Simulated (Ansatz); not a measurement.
Structure data:

```xyz
4
Lattice="4.7402 -0.0109 0.0045 -0.0109 4.7617 -0.0156 0.0025 -0.0085 2.6258" Properties=species:S:1:pos:R:3 pbc="T T T"
Si    4.7129    0.0110    1.3166
Si    2.3062    4.7535    0.6577
Si    4.6830    2.3629    1.9807
Si    2.3386    2.3930    2.6195
```

> Say what kind of structure these coordinates give.

The element is silicon. Strictly the space group is P-1 (No. 2, within 0.01 Å). It is a distorted form of a body-centred tetragonal structure, space group I4_1/amd (No. 141) within 0.25 Å: β-tin type. The cell holds four atoms.

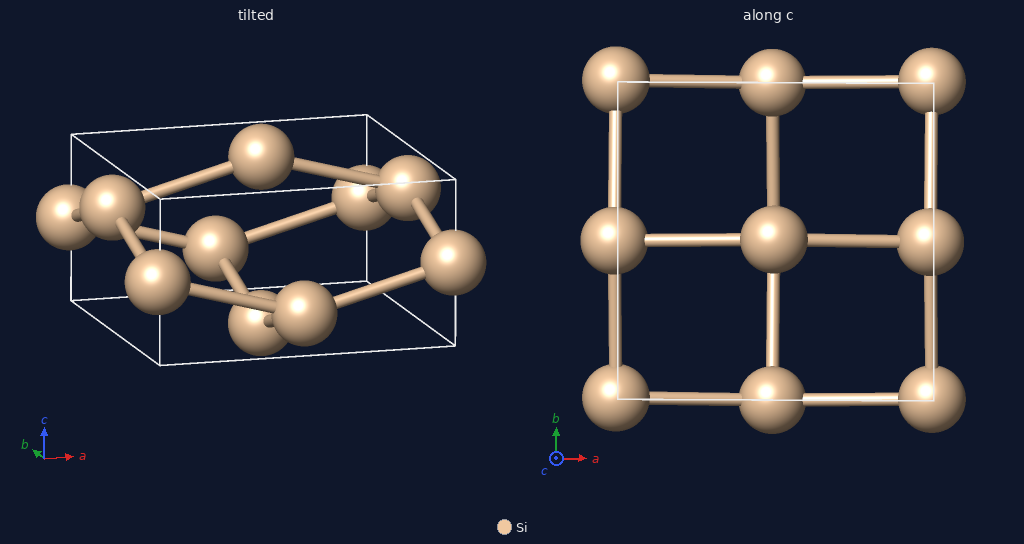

Shown here is a ball-and-stick view of the crystal, taken slightly off an axis and along the c axis. Thin lines show the drawn cell (a repeat of the simulation cell), with boundary atoms drawn in all their periodic places.

Provenance: a structure listed in the Materials Project. The cell was then strained or its atoms displaced on purpose. A calculation with Ansatz used it as input.
